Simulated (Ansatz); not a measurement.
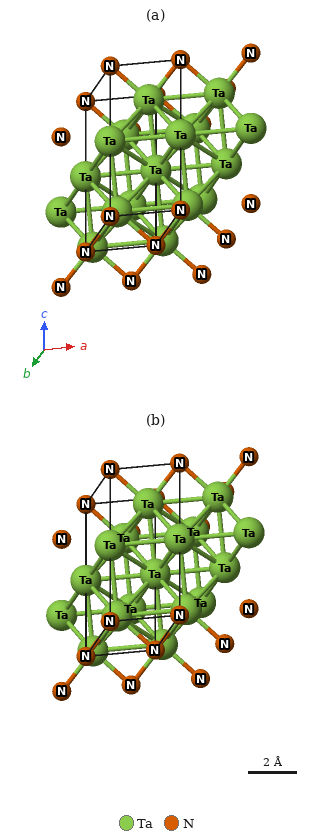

The structure of solid Ta₃N (set up in P-3m1) before (top) and after (bottom) a relaxation, at one scale.

The picture is a ball-and-stick view of the cell of the calculation, repeated 2 × 2 × 1 with one cell outlined, seen from a free direction.

These are results of Ansatz, DFT r2SCAN, scalar-relativistic, plane waves, PAW, not measurements. (plane-wave cutoff 500 eV; k-point mesh 18 × 18 × 6; occupations gaussian; smearing width 0.1 eV; no spin polarisation; cell and atoms relaxed; force threshold 0.005 eV/Å; at most 80 steps)

**Summarise the run.**

The energy falls by 5.2 meV per atom in 3 accepted moves (5 points after the start). The largest force component goes from 0.061 to 0.0032 eV/Å. Pressure: −3.91 GPa at the start and 0.02 GPa at the end. The line search rejected the trial step at point 1 of the run. At 1 point the geometry stayed and the basis and grid were re-selected for the new cell (energy shift of 0.1 meV per atom at most each time). The largest moves relative to the cell, 0.012 Å, are those of Ta atoms. N stays in place. Cell: a = b 3.032 → 2.990 Å (−1.4 %), c 7.524 → 7.603 Å (+1.0 %). Volume −1.7 %. Some distances before and after: Ta–Ta 3.032 → 2.990 Å, Ta–Ta 3.149 → 3.179 Å. The space group stays P-3m1 (No. 164). Cost: 7 min on 1 thread of Intel(R) Xeon(R) Processor @ 2.50GHz (Skylake/Cascade Lake), on a shared host, peak memory 0.76 GiB.
